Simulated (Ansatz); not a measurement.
## Ga2O3: an electron-density study

Space group C2/m; the calculation finds a residual pressure of about 10 GPa at this fixed cell.

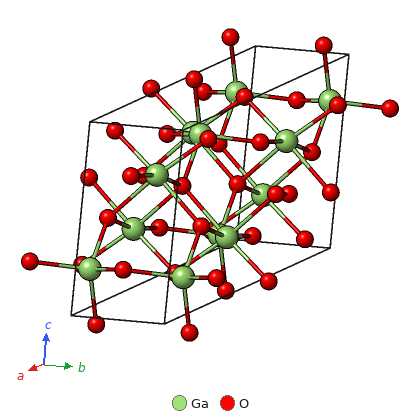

The conventional cell.

```
Ga O
1.0
    12.21400    0.00000    0.00000
     0.00000    3.03710    0.00000
    -1.38599    0.00000    5.63001
Ga O
8 12
Direct
  0.09050 0.00000 0.79460
  0.59050 0.50000 0.79460
  0.40950 0.50000 0.20540
  0.90950 0.00000 0.20540
  0.15866 0.50000 0.31402
  0.65866 0.00000 0.31402
  0.34134 0.00000 0.68598
  0.84134 0.50000 0.68598
  0.16450 0.00000 0.10980
  0.66450 0.50000 0.10980
  0.33550 0.50000 0.89020
  0.83550 0.00000 0.89020
  0.17330 0.00000 0.56320
  0.67330 0.50000 0.56320
  0.32670 0.50000 0.43680
  0.82670 0.00000 0.43680
  0.49590 0.00000 0.25660
  0.99590 0.50000 0.25660
  0.00410 0.50000 0.74340
  0.50410 0.00000 0.74340
```

All numbers below come from DFT PBE, scalar-relativistic, plane waves, PAW (Ansatz).

Core electrons are frozen (PAW), so the maps are meaningful between the atoms, not at the nuclei.

Part 1: Bonding charge

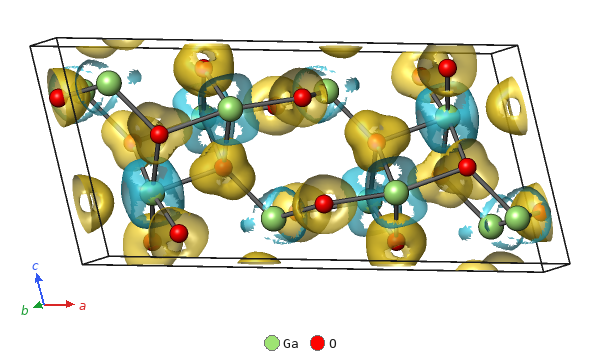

*Bonding charge density, ρ(crystal) − Σ ρ(neutral atoms): yellow surfaces at +0.1 and cyan ones at −0.1 e/Å³, in the conventional cell seen at an oblique angle (the regions close to the nuclei are left out). Cores are masked to 0.8 Å (Ga) and 0.6 Å (O).*

What does the deformation density say about the bonding?

Ga–O (1.83 Å): Δρ is +0.09 e/Å³ at the midpoint (close to a masked core, so read it with care).
Ga–Ga (3.04 Å): Δρ is +0.017 e/Å³ at the midpoint.
Over the whole cell, outside the masked cores, the largest gain lies at the edge of the masked core of O, and the largest loss lies at the edge of the masked core of Ga.
The rearranged charge, half the integral of |Δρ|, is about 0.31 e an atom.
Bader charges: Ga +1.86 to +1.93 and O −1.27 e.

Part 2: One group of states

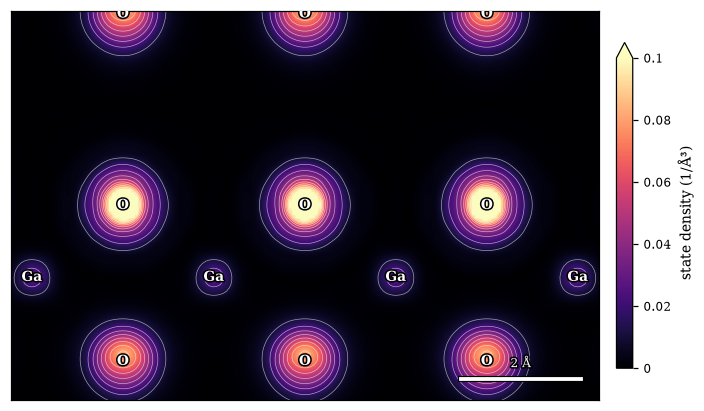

Density of the Kohn–Sham states from −0.6 to 0.0 eV about the valence-band maximum (the top of the valence band), scaled to one electron a cell: a map on the (100) plane of the conventional cell.

Which atoms and orbitals make up these states?

Projected on a minimal set of atomic orbitals (Löwdin), they are O 2p (over 95 %).
- In space (atomic cells sized by Bader volumes) the density divides as O about 95 % and Ga little.
- It nearly vanishes midway along the shortest Ga–O contact.
- Little of the density lies between the atoms' surroundings.

Part 3: Moving an atom

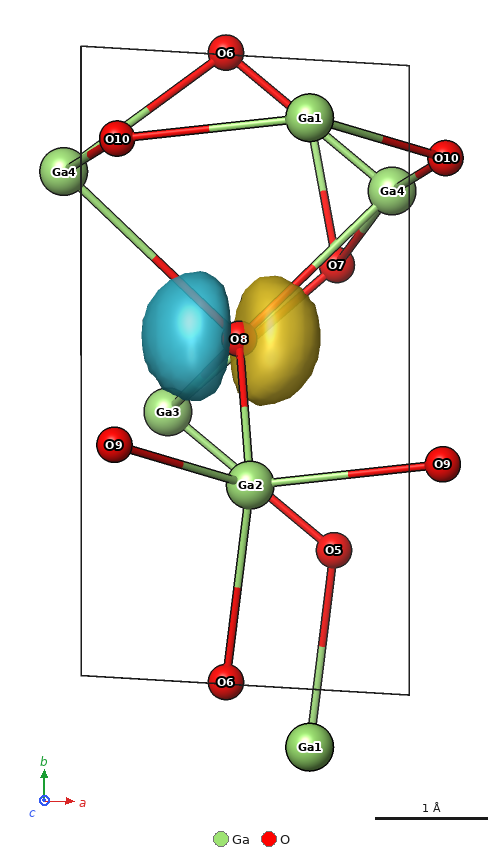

Ga2O3: one atom of the 10-atom cell (and its periodic copies) was moved a little. Density after less density before, yellow at +0.5 and cyan at −0.5 e/Å³, seen along the c axis; cell a = 3.04 Å, b = 5.80 Å, c = 6.29 Å, α = 103.41°, β = 103.96°, γ = 90.00°. The lobes lie largely inside the PAW sphere, where the density is a smoothed one.

Which atom moved, and which way?

O8 moved towards the yellow lobe, to the right in the picture. In the run the shift was 0.15 Å along [1 0 0] in the axes of the cell drawn.

What restoring force does the calculation give for this move?

The force on it changes by 0.97 eV/Å along the move, against it: a stiffness of about 6.4 eV/Å² for this sublattice shift.

Part 4: Change of volume

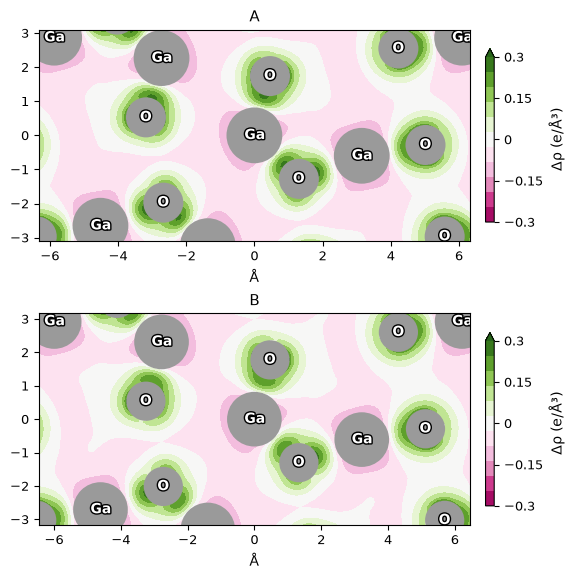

Ga2O3: deformation density on the (010) plane of the conventional cell at two volumes, with the same fractional coordinates and one colour scale. Grey discs cover the cores. Panel A has 94 % of the volume of panel B.

How do bonds, bonding charge and pressure respond to this change of volume?

The pressure is 10 GPa in B and 25 GPa in A.
- Bader charges in B: Ga +1.86 to +1.93 and O −1.27 e; in A: Ga +1.88 to +1.96 and O −1.28 e.
- The rearranged charge is 0.31 e an atom in B and 0.31 e in A.
- The scaled cell isn't relaxed: forces reach 0.6 eV/Å.

Part 5: Holes and electrons

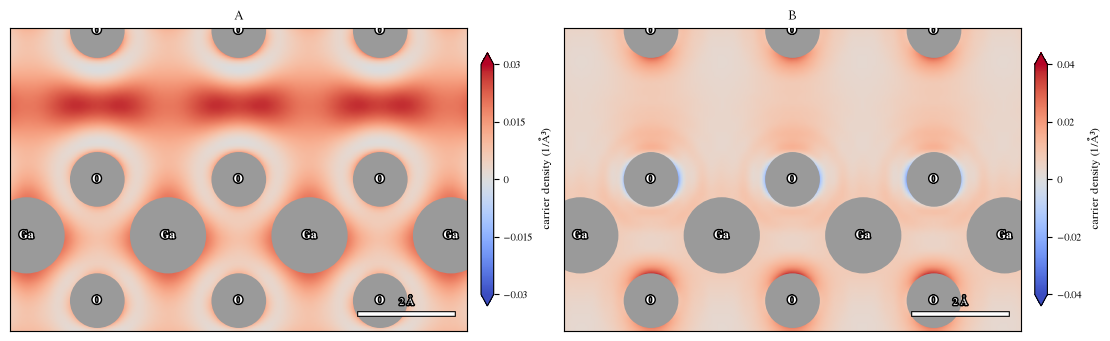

Ga2O3, doped once with holes and once with electrons (1 e in the calculation's cell of 10 atoms, uniform background, atoms fixed). Each panel shows the carrier's density (positive where it sits) on the (100) plane of the conventional cell; grey discs cover the cores. Cores are masked to 0.8 Å (Ga) and 0.6 Å (O). This is very heavy doping.

Which panel shows the hole and which the electron?

A is the electron: outside the cores it is densest at the edge of the masked core of Ga; it divides as O about 65 % and Ga about 35 %. B is the hole: outside the cores it is densest at the edge of the masked core of O; it divides as O about 80 % and Ga about 20 %. Shares are sums over atomic cells sized by the Bader volumes, which fill 30 % (Ga) and 70 % (O) of the cell, so only an excess over these marks a preference; they are shares of the net change, screening included, and the band-edge orbitals themselves can be more concentrated.

Part 6: Putting it together

Charge passes from Ga (Pauling electronegativity 1.81) to O (3.44), the direction that the scale predicts; the Bader charges fall short of whole formal charges, as they usually do. The hole favours O (80 % of it on 70 % of the volume), in line with the top of the valence band, which is mainly O 2p. A carrier enters the states at the band edge, and screening then spreads part of it over the cell. The two pressures give a mean stiffness −ΔP/Δln V of about 254 GPa over this range, with the atoms held at their fractional positions.

Run times: 44 s (base cell), 7.6 s (state densities), 62 s (moved atom), 45 s (scaled cell), 48 s (electron) and 44 s (hole), on 2 threads of Intel(R) Xeon(R) 6975P-C (Granite Rapids) (shared host).
